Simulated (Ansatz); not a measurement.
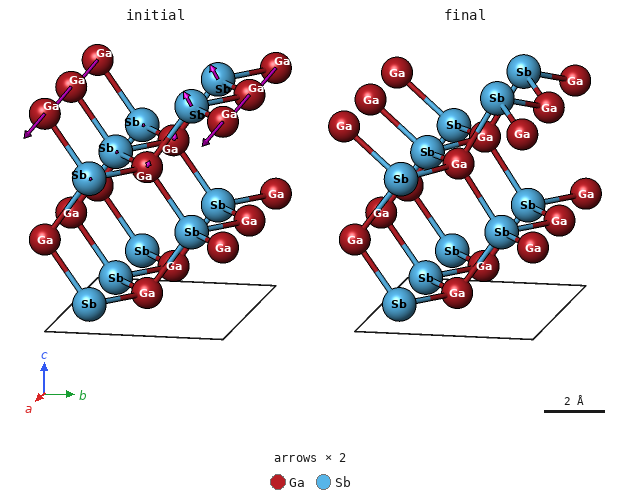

The structure of a slab of composition GaSb (cut from the F-43m phase) before (left) and after (right) a constrained relaxation, at one scale. The purple arrows give the displacements, magnified 2 times.

The picture is a ball-and-stick view of the 2 × 1 repeat of the cell, outlined in the plane, without the vacuum, seen slightly off an axis.

Case: clean slab, lower half held. The slab is the (1 1 0) face of GaSb. 4 atoms are held fixed.

Method: DFT PBEsol, scalar-relativistic, plane waves, PAW (Ansatz 0.2.0).

Input file:
```yaml
crystal:
  lattice:
    - [4.321290898, 0.0, 0.0]
    - [0.0, 6.1112281949, 0.0]
    - [0.0, 0.0, 23.481936347]
  atoms:
    - { symbol: Ga, position: [0.5, 0.5, 0.3619803697] }
    - { symbol: Sb, position: [0.0, 0.25, 0.3619803697] }
    - { symbol: Ga, position: [0.0, 0.0, 0.4539934566] }
    - { symbol: Sb, position: [0.5, 0.75, 0.4539934566] }
    - { symbol: Ga, position: [0.5, 0.5, 0.5460065434] }
    - { symbol: Sb, position: [0.0, 0.25, 0.5460065434] }
    - { symbol: Ga, position: [0.0, 0.0, 0.6380196303] }
    - { symbol: Sb, position: [0.5, 0.75, 0.6380196303] }
basis:
  ecutwfc: 420
kpoints:
  mp_grid: { grid: [7, 5, 1] }
hamiltonian:
  xc: pbesol
scf:
  occupations: { method: gaussian, width: 0.1 }
output:
  forces: true
  eigenvalues: true
  write_density: true
  write_potential: true
  elf: true
  volumetric_format: npy
relax:
  adjacent_minimum: "off"
  f_tol: 0.03
  max_steps: 70
  constraints: [{ sites: [0, 1, 2, 3] }]
efield:
  axis: 3
  dipole_correction: true
  ramp_width: 0.04
```

Command:
```bash
ansatz run input.yaml --threads 4 --pin off --max-ram 10240MiB --backend cpu --events-out ev --progress --plain --runs-dir out
```

> What changed between the two?

The energy falls by 0.457 eV per cell of the calculation in 4 geometry steps. The largest force component goes from 0.89 to 0.017 eV/Å. The largest move is that of Ga7, 0.58 Å at 39° to the normal (−c side). By element the largest moves are Ga 0.58 Å, Sb 0.30 Å. The lattice vectors keep their values. Some distances before and after: Sb4–Ga5 2.646 → 2.723 Å, Sb6–Ga7 2.646 → 2.606 Å, Ga3–Sb6 2.646 → 2.667 Å, Ga7–Sb8 2.646 → 2.626 Å. Among the angles between lasting bonds that change: Ga5–Sb8–Ga7 109.5° → 90.8°, Ga3–Sb6–Ga7 109.5° → 95.0°, Sb6–Ga7–Sb8 109.5° → 123.7°. The run took 36 s on 4 threads of Intel(R) Xeon(R) 6975P-C (Granite Rapids) (shared host), peak memory 1.5 GiB.
